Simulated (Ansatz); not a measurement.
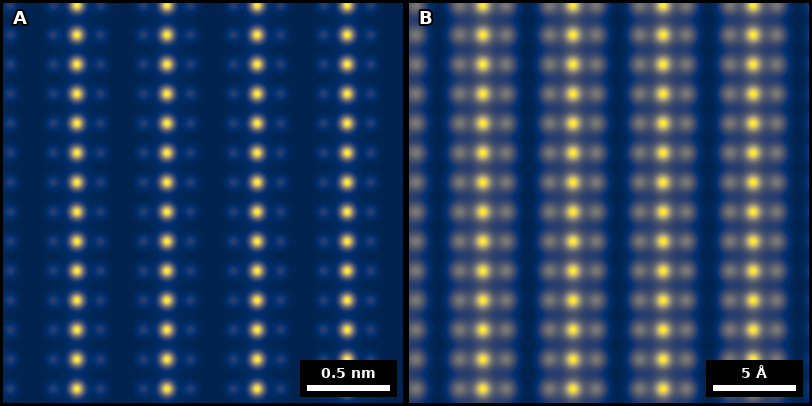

Two simulated images of the same area of SnS₂ (P-3m1, No. 164) along [210], with a probe of 0.68 Å. One is incoherent Z contrast (Z^1.7 per atom), the other the projected potential of neutral atoms blurred by the probe (iDPC-like, thin sample). Brightness is counted from the darkest point of the image. Model: a calculation's input that goes back to an entry of the Crystallography Open Database (an earlier step may have relaxed or displaced it).

**Which panel is which, and how can one tell?**

A is the Z-contrast image and B the potential image. The columns of 1 S per repeat reach about 15 % of the brightest peak (1 Sn) in A but about 47 % in B, mainly since the potential grows much more slowly with atomic number.
